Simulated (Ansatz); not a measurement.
## Electronic structure of AlGa2As3 in real space

```
CELL_PARAMETERS angstrom
4.05910 0.00000 0.00000
-2.02955 3.51528 0.00000
0.00000 0.00000 9.93978
ATOMIC_POSITIONS crystal
Al 0.33333 0.66667 0.66716
Ga 0.00000 0.00000 0.99977
Ga 0.66667 0.33333 0.33327
As 0.66667 0.33333 0.08336
As 0.33333 0.66667 0.41740
As 0.00000 0.00000 0.74904
```

Space group P3m1; a structure generated by program, which may or may not match a known phase.

Level of theory: Ansatz 0.2.0, DFT PBE, scalar-relativistic, plane waves, PAW.

In a PAW calculation such maps are meaningful between the atoms, not at the nuclei.

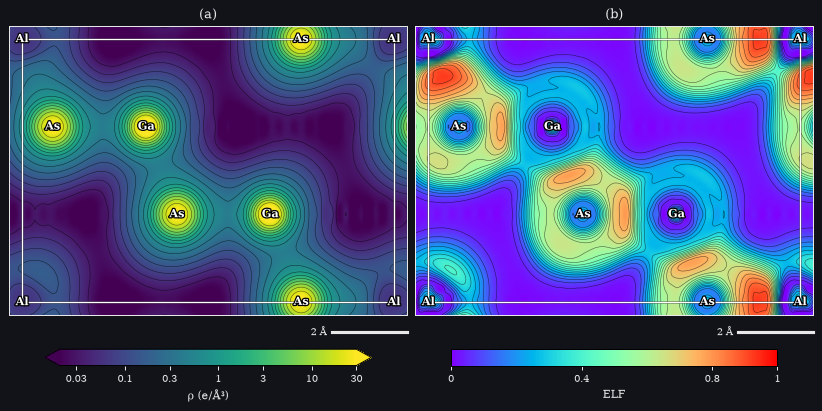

Figure 1. (a) valence charge density (pseudo); (b) ELF on the (110) plane of the conventional cell.

### Describe what can be read from this map.

The section cuts through Al, Ga and As sites.
Al–As (2.48 Å): the density is about 0.46 e/Å³ at the midpoint; the ELF peaks at about 0.95 between the atoms; a covalent bond.
Ga–As (2.48 Å): ρ at the midpoint is about 0.48 e/Å³, with its minimum of 0.42 e/Å³ about 1.1 Å from Ga; the ELF peaks at about 0.80 between the atoms: localised, covalent bonding.
Between the atoms the lowest density in this plane is 0.006 e/Å³.

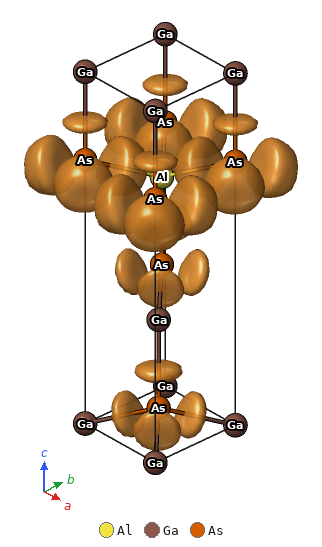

Figure 2. Isosurface of the ELF at 0.7 (orange), seen slightly off an axis. Core shells and regions of very low density are left out. Sticks mark near contacts.

### Where are the electrons localised?

The ELF exceeds this value in four regions between bonded Al–As atoms (shared pairs) and eight regions between bonded As–Ga atoms (shared pairs), counted in one cell of 6 atoms. Any copies at cell faces, edges or corners count once.

### Does the calculation give a band gap?

It is gapped, with a Kohn–Sham gap of 0.53 eV on the k-point mesh (the band edges may lie off the mesh, which would make the gap smaller).
